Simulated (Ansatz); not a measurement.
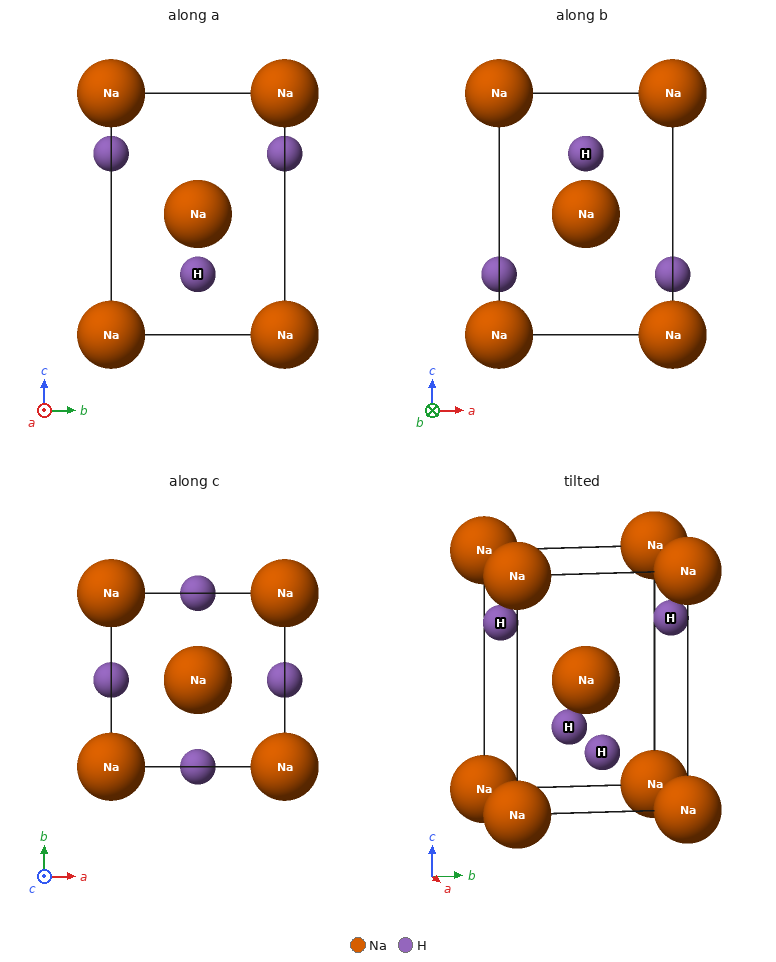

An orthographic spheres-only view of the structure, along the a axis, along the b axis, along the c axis and slightly off an axis. The frame is the conventional unit cell; atoms at its boundary are shown with their periodic copies.

Lattice parameters: a = 3.6726 Å, b = 3.6726 Å, c = 5.1102 Å, α = 90.000°, β = 90.000°, γ = 90.000°.

Q: Record the structure as a CIF with its space group and independent sites.

A:
```cif
data_structure
_symmetry_space_group_name_H-M 'I -4 m 2'
_symmetry_Int_Tables_number 119
_cell_length_a 3.6726
_cell_length_b 3.6726
_cell_length_c 5.1102
_cell_angle_alpha 90.000
_cell_angle_beta 90.000
_cell_angle_gamma 90.000
_cell_volume 68.93
loop_
_atom_site_label
_atom_site_type_symbol
_atom_site_symmetry_multiplicity
_atom_site_Wyckoff_symbol
_atom_site_fract_x
_atom_site_fract_y
_atom_site_fract_z
_atom_site_occupancy
Na1 Na 2 a 0.0000 0.0000 0.0000 1
H1 H 2 c 0.5000 0.0000 0.7500 1
```

Provenance: a structure type filled with these elements by a generator (whether the compound takes this form wasn't checked). The cell was then strained or its atoms displaced on purpose. It went into a calculation with Ansatz.
